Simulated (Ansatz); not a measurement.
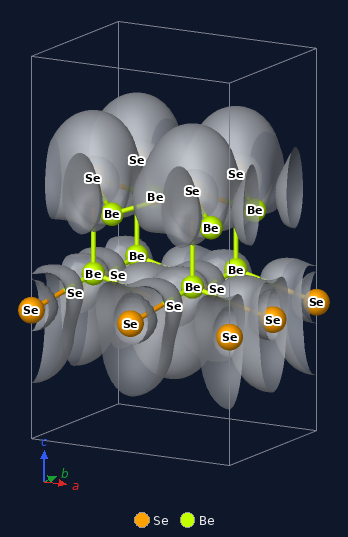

The picture shows: BeSe (slab). Isosurface of the electron localisation function at 0.7 (grey), seen slightly off an axis. Core shells and regions of very low density are left out. Sticks mark near contacts.

Method: DFT PBE+D3(BJ), scalar-relativistic, plane waves, PAW in Ansatz.

### What do the ELF domains correspond to?

The surface consists of two regions wrapped around Se (the valence shell of each), counted in one cell of 4 atoms. Counts are for one cell; the picture repeats the cell along the surface.

Values along the shortest contacts:
Be–Se (2.19 Å): the ELF peaks at about 0.90 between the atoms, as expected for a polar covalent bond. Be–Se (2.39 Å): the ELF is about 0.75 at the midpoint.

### Does the calculation make it a metal, or give it a gap?

It is gapped, with a Kohn–Sham gap of 2.2 eV on the k-point mesh, an upper bound to the gap of this method.
